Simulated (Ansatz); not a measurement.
**PtSe$_{2}$: single-point calculation (part 2 of 2)**

The same run, continued: PtSe$_{2}$ (3 atoms in the cell); DFT, HSE06, plane waves, PAW, no spin polarisation (Ansatz 0.2.0); cutoff 420 eV, 4×4×4 k-mesh, Fermi–Dirac smearing of 0.02 eV. The structure was built on a prototype by a generator. The geometry comes from this level: r2SCAN.

**Output, continued**
```
  k-point 0: bands = ["-90.2029", "-43.1537", "-43.1537", "-43.1537", "-40.0453", "-40.0453", "-40.0403", "-40.0403", "-40.0403", "-40.0377", "-40.0377", "-40.0377", "-40.0330", "-40.0330", "-4.4607", "-0.0686", "5.6812", "5.6812", "5.6812", "8.6479", "8.6479", "11.9389", "11.9389", "11.9389", "13.6159", "13.6159", "13.6159", "15.8099", "17.1263"]
  k-point 1: bands = ["-90.2029", "-43.1527", "-43.1527", "-43.1525", "-40.0435", "-40.0435", "-40.0408", "-40.0401", "-40.0401", "-40.0381", "-40.0381", "-40.0380", "-40.0349", "-40.0349", "-3.8978", "-0.9754", "6.0411", "6.0411", "7.2278", "8.4110", "8.4110", "8.9514", "10.8734", "10.8734", "12.2191", "13.6111", "13.6111", "17.2150", "18.8743"]
  k-point 2: bands = ["-90.2028", "-43.1518", "-43.1518", "-43.1515", "-40.0400", "-40.0397", "-40.0397", "-40.0395", "-40.0392", "-40.0392", "-40.0392", "-40.0392", "-40.0385", "-40.0385", "-2.7059", "-2.3174", "6.4285", "6.4285", "7.1730", "8.8353", "8.8353", "9.2075", "9.2075", "9.2764", "10.5828", "13.7583", "13.7583", "18.7709", "20.1916"]
  k-point 7: bands = ["-90.2028", "-43.1516", "-43.1516", "-43.1507", "-40.0425", "-40.0425", "-40.0411", "-40.0400", "-40.0392", "-40.0392", "-40.0386", "-40.0384", "-40.0359", "-40.0359", "-2.2705", "-2.2705", "4.7714", "5.5705", "7.7047", "7.7047", "8.0693", "8.9611", "9.7207", "11.7534", "11.7534", "13.6869", "15.5754", "16.9458", "18.9603"]
```

**File rho_z.tsv**
```
# z_ang	rho[e/angstrom^3]
# format = ansatz-planar-average/11
# lattice	0.000000000	3.130895781	3.130895781
# lattice	3.130895781	0.000000000	3.130895781
# lattice	3.130895781	3.130895781	0.000000000
# sites	3
# site	78	0.000000000	0.000000000	0.000000000
# site	34	1.565447891	1.565447891	1.565447891
# site	34	4.696343672	4.696343672	4.696343672
0.000000	1.096256e0
0.147592	1.074982e0
0.295184	1.019772e0
0.442776	9.570617e-1
0.590367	9.361793e-1
0.737959	1.008635e0
0.885551	1.162592e0
1.033143	1.282541e0
1.180735	1.229899e0
1.328327	9.921204e-1
1.475918	6.935377e-1
1.623510	4.555506e-1
1.771102	3.116396e-1
1.918694	2.385270e-1
2.066286	2.076089e-1
2.213878	1.998773e-1
2.361469	2.076089e-1
2.509061	2.385270e-1
2.656653	3.116396e-1
2.804245	4.555506e-1
2.951837	6.935377e-1
3.099429	9.921204e-1
3.247021	1.229899e0
3.394612	1.282541e0
3.542204	1.162592e0
3.689796	1.008635e0
3.837388	9.361793e-1
3.984980	9.570617e-1
4.132572	1.019772e0
4.280163	1.074982e0
```

**File v_z.tsv**
```
# z_ang	v_es[eV]	v_tot[eV]
# format = ansatz-planar-average/11
# xc	hse06
# density_cutoff_ev	1680
# datasets	Pt=:simpson_from_first_knot:soft:fock:shift=0	Se=:simpson_from_first_knot:soft:fock:shift=0
# lattice	0.000000000	3.130895781	3.130895781
# lattice	3.130895781	0.000000000	3.130895781
# lattice	3.130895781	3.130895781	0.000000000
# sites	3
# site	78	0.000000000	0.000000000	0.000000000
# site	34	1.565447891	1.565447891	1.565447891
# site	34	4.696343672	4.696343672	4.696343672
0.000000	1.853588e0	-8.859685e0
0.147592	1.922525e0	-8.754234e0
0.295184	2.287560e0	-8.278790e0
0.442776	3.150164e0	-7.239602e0
0.590367	4.459820e0	-5.700176e0
0.737959	6.024226e0	-3.858311e0
0.885551	7.613816e0	-1.949583e0
1.033143	8.988548e0	-2.215565e-1
1.180735	9.979641e0	1.144423e0
1.328327	1.061452e1	2.139291e0
1.475918	1.105888e1	2.897755e0
1.623510	1.142298e1	3.550267e0
1.771102	1.178399e1	4.186937e0
1.918694	1.221906e1	4.844535e0
2.066286	1.268231e1	5.447193e0
2.213878	1.289930e1	5.712789e0
2.361469	1.268231e1	5.447193e0
2.509061	1.221906e1	4.844535e0
2.656653	1.178399e1	4.186937e0
2.804245	1.142298e1	3.550267e0
2.951837	1.105888e1	2.897755e0
3.099429	1.061452e1	2.139291e0
3.247021	9.979641e0	1.144423e0
3.394612	8.988548e0	-2.215565e-1
3.542204	7.613816e0	-1.949583e0
3.689796	6.024226e0	-3.858311e0
3.837388	4.459820e0	-5.700176e0
3.984980	3.150164e0	-7.239602e0
4.132572	2.287560e0	-8.278790e0
4.280163	1.922525e0	-8.754234e0
```

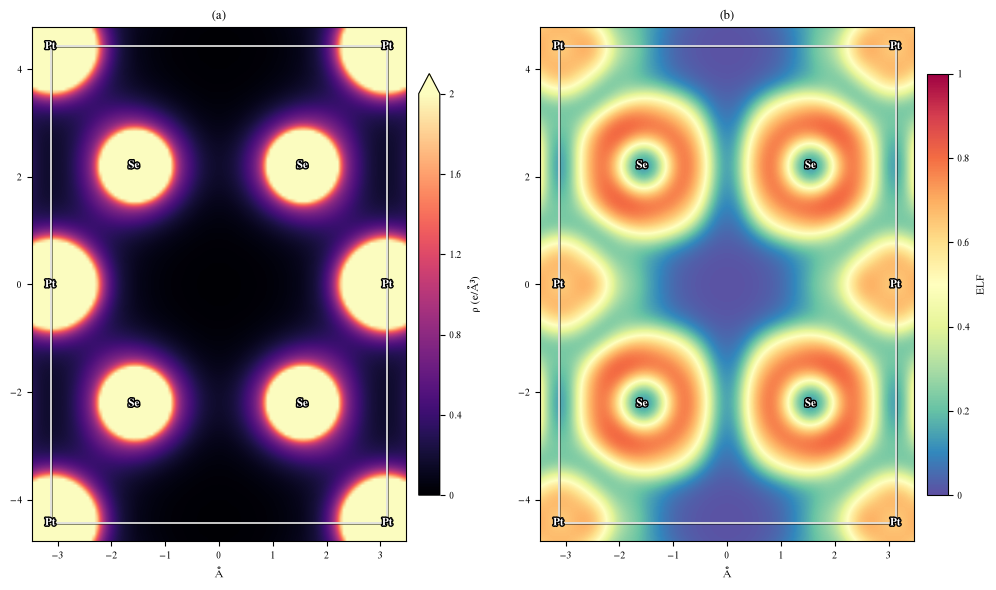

Fig. 1: (a) valence charge density (pseudo); (b) ELF on the (110) plane of the conventional cell. Atoms in the plane: Pt and Se. Pt–Se (2.71 Å): the density is about 0.39 e/Å³ at the midpoint; the ELF peaks at about 0.80 in the valence shell of Se, 0.8 Å from its nucleus, and drops to about 0.25 between the two atoms. Away from the nuclei the density in this plane falls to 0.01 e/Å³ at its lowest. The strong features right at Pt lie inside the PAW spheres (semicore, d or f shells) and say nothing about bonding. The fields are those of the smooth PAW valence density.

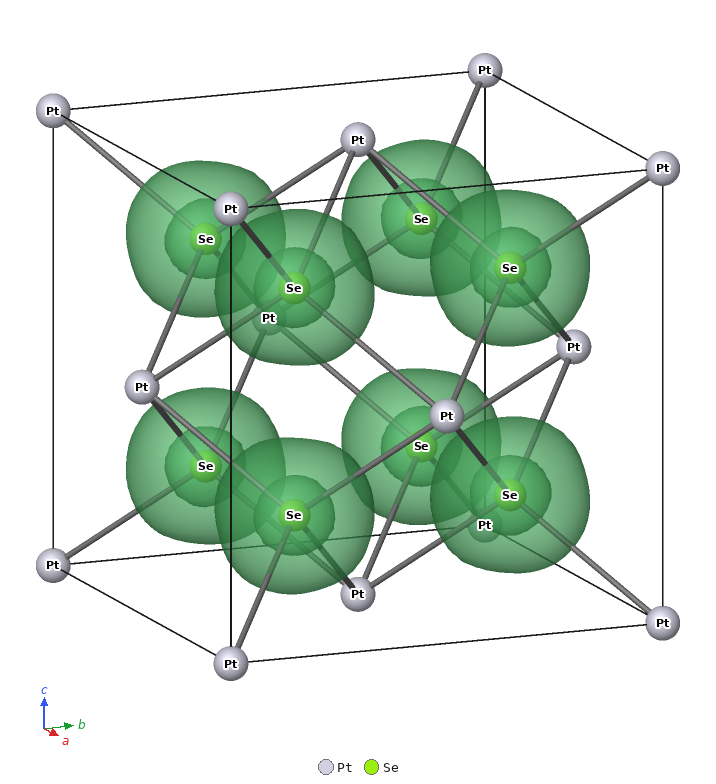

Fig. 2: Isosurface of the ELF at 0.65 (green), seen slightly off an axis. Only the valence region is drawn (cores and ρ < 0.01 e/Å³ removed). Sticks mark near contacts. The outline is the cell set on symmetry axes. Profiles from the grid: Pt–Se (2.71 Å): the ELF peaks at about 0.80 in the valence shell of Se, 0.8 Å from its nucleus, and drops to about 0.25 between the two atoms.

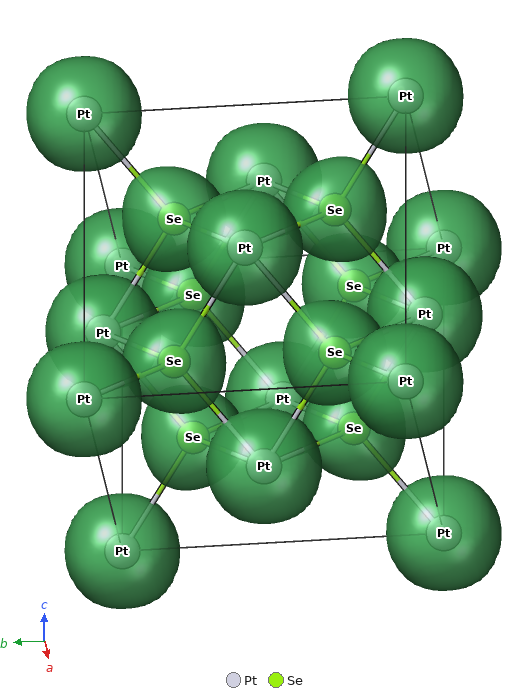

Fig. 3: Isosurface of the valence pseudo-density at 0.5 e/Å³ (green), seen at an oblique angle. Sticks mark near contacts. The outline is the cell set on symmetry axes. At this value the density breaks into separate islands; it holds about 80 % of the electrons treated as valence (semicore included). It is pinched off along the Pt–Se (2.71 Å) contacts. On the grid the lowest density along these lines, outside the cores, is 0.39 e/Å³ (Pt–Se, 2.71 Å).

This output came from the following input.

**The input**
```yaml
crystal:
  lattice:
    - [0.0, 3.1308957811, 3.1308957811]
    - [3.1308957811, 0.0, 3.1308957811]
    - [3.1308957811, 3.1308957811, 0.0]
  atoms:
    - { symbol: Pt, position: [0.0, 0.0, 0.0] }
    - { symbol: Se, position: [0.25, 0.25, 0.25] }
    - { symbol: Se, position: [0.75, 0.75, 0.75] }
kpoints:
  mp_grid: { grid: [4, 4, 4] }
hamiltonian:
  xc: hse06
scf:
  occupations: { method: fermi_dirac, width: 0.02 }
  n_extra_bands: 4
output:
  forces: true
  stress: true
  eigenvalues: true
  write_density: true
  write_potential: true
  elf: true
  volumetric_format: npy
```

Command:
```bash
ansatz run input.yaml --threads 4 --pin off --max-ram 3686MiB --backend cpu --events-out ev --progress --plain --runs-dir out
```

**Results in brief**

```tsv
quantity	value
outcome	converged
space group (tolerance 0.01 Å)	Fm-3m (225)
electrons treated	50
free energy	−23465.6007 eV
Fermi energy	13.613 eV
band gap	none (metallic)
pressure	−2.25 GPa
largest force (length of the vector)	under 0.001 eV/Å
hardware	4 threads of an x86-64 CPU, shared host
wall time	22 s (CPU time 68 s)
peak memory	0.94 GiB
```

The program warns: the exchange loop's threshold is looser than advised for the stress; the SCF threshold is looser than advised for the printed stress. Spin–orbit coupling is left out, which matters for Pt.
